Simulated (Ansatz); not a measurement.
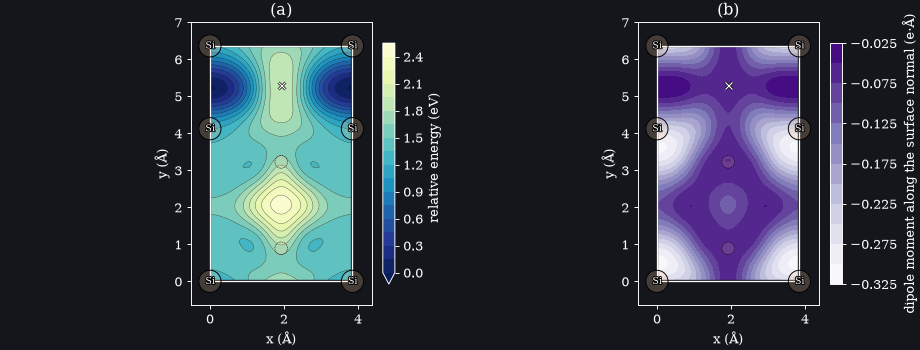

S on a Si(100) slab cut from the P6_3/mmc phase, its upper half relaxed before the scan (16 atoms of substrate and one adsorbate in a 2 × 1 cell). 
- S is moved over the surface cell; relaxed at each place: the height of the adsorbate's atoms; substrate rigid; the origin of the map has the adsorbate above Si13.
- Places are given modulo a cell vector. The map is drawn in real space over the plane of the surface.
- Grid: 6 × 6 points; 23 points were computed and 12 follow by symmetry. At 1 point there is no value.
- Places are given in fractions of the 1 × 1 surface cell.
- Energies: eV, counted from the lowest grid point.
- Theory: DFT PBE, scalar-relativistic, plane waves, PAW in Ansatz. Settings: cutoff 420 eV, k-mesh 4×4×1, gaussian smearing 0.05 eV, spin-polarised.

Panel (a) is the energy and panel (b) the computed dipole moment along the surface normal on the same grid.

In the figure: filled contours, crosses at grid points without a value, labelled circles for the atoms of the top layer and small ones for the second layer, the outline of one cell of the plane. Between grid points the surface is interpolated.

Q: How does the dipole moment along the surface normal vary over the map, and what is it at the lowest grid point?

A: It runs from −0.27 e·Å at (0/6, 3/6) of the cell vectors [nearest 1 Si at 2.09 Å] to −0.03 e·Å at (0/6, 5/6) of the cell vectors [nearest 2 Si at 2.18 Å]. At the lowest grid point, (0/6, 5/6) of the cell vectors [nearest 2 Si at 2.18 Å], it is −0.03 e·Å.

PAW datasets: the set soft_1.
